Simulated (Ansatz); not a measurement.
# What a change does: single-point calculation on C

System: C (P4/mmm, 1 atom in the cell).
Method of run 1: DFT PBE, scalar-relativistic, plane waves, PAW, spin-polarised (Ansatz 0.2.0).

The structure was made by a generator, so it may or may not be a known phase. Text and figures count atoms from 1; the logs count them from 0 in places.

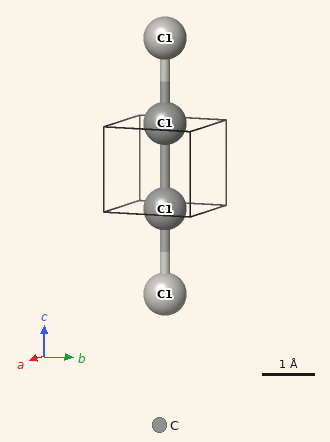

Figure 1. The input geometry (ball-and-stick view of the cell of the calculation, seen slightly off an axis; neighbours outside the cell are drawn fainter; atoms are numbered from 1 in the order of the input). An atom can appear more than once, as a periodic image.

Input file, run 1:
```yaml
crystal:
  lattice:
    - [1.80824103, 0.0, 0.0]
    - [0.0, 1.80824103, 0.0]
    - [0.0, 0.0, 1.66343387]
  atoms:
    - { symbol: C, position: [0.5, 0.5, 0.0], spin: 1.0 }
basis:
  ecutwfc: 420
kpoints:
  mp_grid: { grid: [10, 10, 10] }
hamiltonian:
  xc: pbe
scf:
  occupations: { method: gaussian, width: 0.1 }
  lower_state_search: "off"
output:
  forces: true
  stress: true
  eigenvalues: true
  populations: true
magnetization:
  spin_polarized: true
```

Launched with:
```bash
ansatz run input.yaml --threads 1 --pin off --max-ram 2560MiB --backend cpu --events-out ev --progress --plain --runs-dir out
```

Hardware: 1 thread of Intel Xeon @ 2.50GHz (Skylake/Cascade Lake), 189 GiB of memory available, shared host.

Output, shortened to warnings, some set-up lines, iterations and results (run 1):
```
WARN: the starting moments were not kept: the SCF closed with an absolute magnetisation of 1.9e-8 μB, where they sum to 1 μB in size (1 site). That is at most 0.1 of that sum. Measured as dr2_m measures the in/out step, that magnetisation stands 3.0e-16 eV from none, at or under the dr2_threshold of 1.0e-7 eV: it is no larger than a step whose dr2_m would equal this threshold. The system may hold …
Basis set: ecut = 420 eV, 97 PW (Γ), exchange–correlation on 30×30×24 points (8 copies of the dense FFT grid, shifted against one another)
Symmetry: 16 space group operations
k-points: 126 of 1000
Initial density: superposition of atomic densities (chi_scale 0.1, normalization cell)
[...]
SCF iter   1: F=—  HF=-247.819867 eV  |F-HF|=—  |Δ(HF+E_count)|=         —  Δρ=9.45e-2 (↑7.98e-2 ↓9.45e-2)  dr2=1.18e-1  dr2_m=3.33e-1  M=0.180 μB ∫|m|=0.180 μB  β_m=0.30  …
SCF iter   2: F=—  HF=-247.967442 eV  |F-HF|=—  |Δ(HF+E_count)|=   1.48e-1  Δρ=7.14e-2 (↑6.14e-2 ↓7.14e-2)  dr2=5.21e-2  dr2_m=1.99e-1  M=0.127 μB ∫|m|=0.127 μB  β_m=0.30  …
SCF iter   3: F=—  HF=-248.061408 eV  |F-HF|=—  |Δ(HF+E_count)|=   9.40e-2  Δρ=4.83e-2 (↑4.83e-2 ↓4.73e-2)  dr2=6.85e-4  dr2_m=1.14e-1  M=0.093 μB ∫|m|=0.093 μB  β_m=0.30  …
SCF iter   4: F=—  HF=-248.111194 eV  |F-HF|=—  |Δ(HF+E_count)|=   4.98e-2  Δρ=3.69e-2 (↑3.69e-2 ↓3.65e-2)  dr2=2.19e-4  dr2_m=6.70e-2  M=0.065 μB ∫|m|=0.065 μB  β_m=0.30  …
SCF iter   5: F=—  HF=-248.139723 eV  |F-HF|=—  |Δ(HF+E_count)|=   2.85e-2  Δρ=2.78e-2 (↑2.78e-2 ↓2.78e-2)  dr2=1.10e-6  dr2_m=3.85e-2  M=0.046 μB ∫|m|=0.046 μB  β_m=0.30  …
[... 6 lines ...]
SCF iter  12: F=-248.174062 eV  HF=-248.174062 eV  |F-HF|=2.05e-8  |Δ(HF+E_count)|=   7.11e-7  Δρ=2.42e-5 (↑2.39e-5 ↓2.42e-5)  dr2=2.19e-11  dr2_m=2.87e-8  M=-0.000 μB …
SCF iter  13: F=-248.174062 eV  HF=-248.174062 eV  |F-HF|=5.11e-10  |Δ(HF+E_count)|=   3.92e-8  Δρ=3.85e-6 (↑3.80e-6 ↓3.85e-6)  dr2=6.98e-13  dr2_m=7.28e-10  M=-0.000 μB …
SCF iter  14: F=-248.174062 eV  HF=-248.174062 eV  |F-HF|=3.81e-12  |Δ(HF+E_count)|=  9.94e-10  Δρ=3.30e-7 (↑3.29e-7 ↓3.30e-7)  dr2=5.81e-15  dr2_m=5.41e-12  M=-0.000 μB …
SCF iter  15: F=-248.174062 eV  HF=-248.174062 eV  |F-HF|=8.53e-14  |Δ(HF+E_count)|=  7.53e-12  Δρ=4.99e-9 (↑3.47e-9 ↓4.99e-9)  dr2=1.89e-16  dr2_m=8.43e-16  M=-0.000 μB …
SCF 1 converged in 15 iterations: F = -248.174062 eV  dr2 = 1.89e-16
SCF converged after 15 iterations
Magnetization: -0.0000 μB (2.0000 up, 2.0000 down)
Absolute magnetization: 0.0000 μB (∫|ρ↑−ρ↓|)
Spin contamination: 0.0000 ħ² per cell (⟨S²⟩ above its minimum at these occupations)
Per-site moments (μB) at R_I (Å): [(-1.2286159539312292e-8, 0.686166471375)]
Free energy (F): -248.174062 eV
Harris-Foulkes:  -248.174062 eV  (|F-HF|=8.53e-14)
Internal energy: -248.172007 eV  (E = F + TS)
E sigma→0 (E₀):  -248.173034 eV
Entropy (-TS):   -0.002055 eV (-2.055 meV/atom)
Fermi energy:    15.523869 eV
--- Per-component energies (eV) ---
  E_band       = 24.381225
  E_kinetic    = 88.426173
  E_local      = -37.460351  (includes V_loc(G=0)·N_el)
  E_nonlocal   = 26.797319
  E_hartree    = 5.981172
  E_xc         = -48.007480
  E_vxc        = -59.607669  (∫ρ·V_xc dr)
  E_paw        = -98.490838  (= ΣΔE_a)
  E_vpaw       = -5.736597  (= ΣTr[D̂ρ^β])
  E_aug_tail   = 0.000007  (compensation charges beyond the density's cutoff)
  E_ewald      = -185.418007
  E_smearing   = -0.002055  (= −TS)
  E_closure    = 0.000000  (closes the sum)
  Σ components = -248.174062   (vs F -248.174062, Δ=0.00e0)
--- Forces (eV/Å), atoms counted from 1 ---
  atom   1  C      0.00000000     0.00000000     0.00000000
  max |Σ_I F_I| component: 0.00e0 eV/Å
--- Stress (GPa, compression-positive) ---
       -6.769635       0.000000       0.000000
        0.000000      -6.769635       0.000000
        0.000000       0.000000      36.649222
  P = ⅓ Tr σ = 7.7033 GPa (77.033 kbar)
--- Löwdin populations: 1 site ---
  site symbol       q [e]    m [muB]
     0      C      3.9856    -0.0000
  spilling = 0.003603 (of n_electrons = 4.000000)
```

For run 2 the input was changed thus:
```diff
-    - [1.80824103, 0.0, 0.0]
-    - [0.0, 1.80824103, 0.0]
-    - [0.0, 0.0, 1.66343387]
+    - [1.8007447438, 0.0, 0.0]
+    - [0.0, 1.8007447438, 0.0]
+    - [0.0, 0.0, 1.7235915581]
```

Predict how the results change.

With the same functional and potentials, run 2 lies 24.8 meV per atom lower. The pressure goes from 7.70 to 0.01 GPa. The volume per atom goes from 5.44 to 5.59 Å³. The SCF takes 14 iterations against 15.

Output, shortened to warnings, some set-up lines, iterations and results (run 2):
```
WARN: the starting moments were not kept: the SCF closed with an absolute magnetisation of 7.2e-7 μB, where they sum to 1 μB in size (1 site). That is at most 0.1 of that sum. Measured as dr2_m measures the in/out step, that magnetisation stands 4.5e-13 eV from none, at or under the dr2_threshold of 1.0e-7 eV: it is no larger than a step whose dr2_m would equal this threshold. The system may hold …
Basis set: ecut = 420 eV, 97 PW (Γ), exchange–correlation on 30×30×24 points (8 copies of the dense FFT grid, shifted against one another)
Symmetry: 16 space group operations
k-points: 126 of 1000
Initial density: superposition of atomic densities (chi_scale 0.1, normalization cell)
[...]
SCF iter   1: F=—  HF=-247.865254 eV  |F-HF|=—  |Δ(HF+E_count)|=         —  Δρ=8.82e-2 (↑7.62e-2 ↓8.82e-2)  dr2=9.38e-2  dr2_m=3.09e-1  M=0.197 μB ∫|m|=0.197 μB  β_m=0.30  …
SCF iter   2: F=—  HF=-248.007023 eV  |F-HF|=—  |Δ(HF+E_count)|=   1.42e-1  Δρ=6.42e-2 (↑5.63e-2 ↓6.42e-2)  dr2=4.16e-2  dr2_m=1.69e-1  M=0.170 μB ∫|m|=0.170 μB  β_m=0.30  …
SCF iter   3: F=—  HF=-248.093825 eV  |F-HF|=—  |Δ(HF+E_count)|=   8.68e-2  Δρ=4.39e-2 (↑4.39e-2 ↓4.32e-2)  dr2=5.32e-4  dr2_m=9.67e-2  M=0.137 μB ∫|m|=0.137 μB  β_m=0.30  …
SCF iter   4: F=—  HF=-248.137663 eV  |F-HF|=—  |Δ(HF+E_count)|=   4.38e-2  Δρ=3.35e-2 (↑3.35e-2 ↓3.29e-2)  dr2=1.49e-4  dr2_m=5.65e-2  M=0.112 μB ∫|m|=0.112 μB  β_m=0.30  …
SCF iter   5: F=—  HF=-248.162440 eV  |F-HF|=—  |Δ(HF+E_count)|=   2.48e-2  Δρ=2.56e-2 (↑2.56e-2 ↓2.56e-2)  dr2=2.59e-5  dr2_m=3.35e-2  M=0.092 μB ∫|m|=0.092 μB  β_m=0.30  …
[... 5 lines ...]
SCF iter  11: F=—  HF=-248.198880 eV  |F-HF|=—  |Δ(HF+E_count)|=   2.60e-6  Δρ=7.09e-5 (↑5.39e-5 ↓7.09e-5)  dr2=5.34e-8  dr2_m=1.80e-7  M=0.000 μB ∫|m|=0.000 μB  β_m=0.90  …
SCF iter  12: F=-248.198881 eV  HF=-248.198881 eV  |F-HF|=3.92e-9  |Δ(HF+E_count)|=   3.09e-7  Δρ=9.61e-6 (↑8.21e-6 ↓9.61e-6)  dr2=1.75e-10  dr2_m=4.03e-9  M=0.000 μB …
SCF iter  13: F=-248.198881 eV  HF=-248.198881 eV  |F-HF|=1.16e-10  |Δ(HF+E_count)|=   5.50e-9  Δρ=1.90e-6 (↑1.62e-6 ↓1.90e-6)  dr2=9.36e-12  dr2_m=1.55e-10  M=-0.000 μB …
SCF iter  14: F=-248.198881 eV  HF=-248.198881 eV  |F-HF|=1.51e-12  |Δ(HF+E_count)|=  1.73e-10  Δρ=2.11e-7 (↑2.11e-7 ↓1.75e-7)  dr2=8.58e-14  dr2_m=1.89e-12  M=-0.000 μB …
SCF 1 converged in 14 iterations: F = -248.198881 eV  dr2 = 8.58e-14
SCF converged after 14 iterations
Magnetization: -0.0000 μB (2.0000 up, 2.0000 down)
Absolute magnetization: 0.0000 μB (∫|ρ↑−ρ↓|, with the PAW one-centre terms)
Spin contamination: 0.0000 ħ² per cell (⟨S²⟩ above its minimum at these occupations)
Per-site moments (μB) at R_I (Å): [(-5.531023736881232e-7, 0.7109815177162501)]
Free energy (F): -248.198881 eV
Harris-Foulkes:  -248.198881 eV  (|F-HF|=1.51e-12)
Internal energy: -248.197448 eV  (E = F + TS)
E sigma→0 (E₀):  -248.198164 eV
Entropy (-TS):   -0.001433 eV (-1.433 meV/atom)
Fermi energy:    14.573527 eV
--- Per-component energies (eV) ---
  E_band       = 23.083978
  E_kinetic    = 87.222232
  E_local      = -38.006693  (includes V_loc(G=0)·N_el)
  E_nonlocal   = 26.850004
  E_hartree    = 5.965933
  E_xc         = -47.809668
  E_vxc        = -59.339517  (∫ρ·V_xc dr)
  E_paw        = -98.362203  (= ΣΔE_a)
  E_vpaw       = -5.573918  (= ΣTr[D̂ρ^β])
  E_aug_tail   = 0.000005  (compensation charges beyond the density's cutoff)
  E_ewald      = -184.057058
  E_smearing   = -0.001433  (= −TS)
  E_closure    = 0.000000  (closes the sum)
  Σ components = -248.198881   (vs F -248.198881, Δ=0.00e0)
--- Forces (eV/Å), atoms counted from 1 ---
  atom   1  C     -0.00000000    -0.00000000    -0.00000000
  max |Σ_I F_I| component: 1.97e-30 eV/Å
--- Stress (GPa, compression-positive) ---
        0.004675      -0.000000      -0.000000
       -0.000000       0.004675       0.000000
       -0.000000       0.000000       0.032164
  P = ⅓ Tr σ = 0.0138 GPa (0.138 kbar)
--- Löwdin populations: 1 site ---
  site symbol       q [e]    m [muB]
     0      C      3.9865    -0.0000
  spilling = 0.003384 (of n_electrons = 4.000000)
```

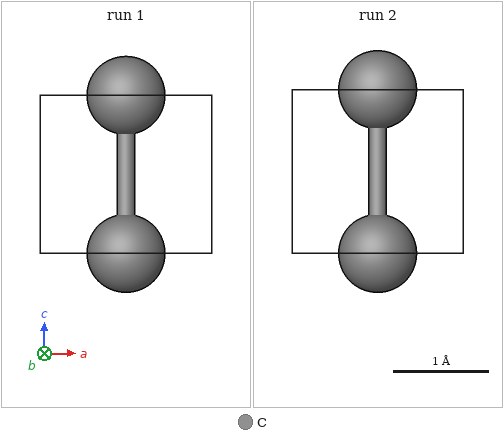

Figure 2. The two input geometries at one scale (ball-and-stick view of the cell of the calculation, along the b axis). No atom moves by more than 0.005 Å relative to the cell. The drawn cell changes as follows: a = b 1.808 → 1.801 Å (−0.4 %), c 1.663 → 1.724 Å (+3.6 %); the volume changes by +2.8 %. Among the contacts that change: C–C 1.663 → 1.724 Å.

The two runs side by side:

```tsv
quantity	run 1	run 2
outcome	converged	converged
free energy per atom (eV)	−248.1741	−248.1989
energy per atom, smearing taken to zero (eV)	−248.1730	−248.1982
gap on the mesh (eV)	0.00	0.00
net moment of the cell (μB)	0.00	0.00
absolute moment of the cell (μB)	0.00	0.00
pressure (GPa)	7.70	0.01
volume per atom (Å³)	5.44	5.59
largest force (eV/Å)	0.000	0.000
SCF iterations	15	14
irreducible k-points	126	126
plane waves at Γ	97	97
wall time (shared host)	4.4 s	4.7 s
```

For both runs: Warnings: some starting moments were not kept.
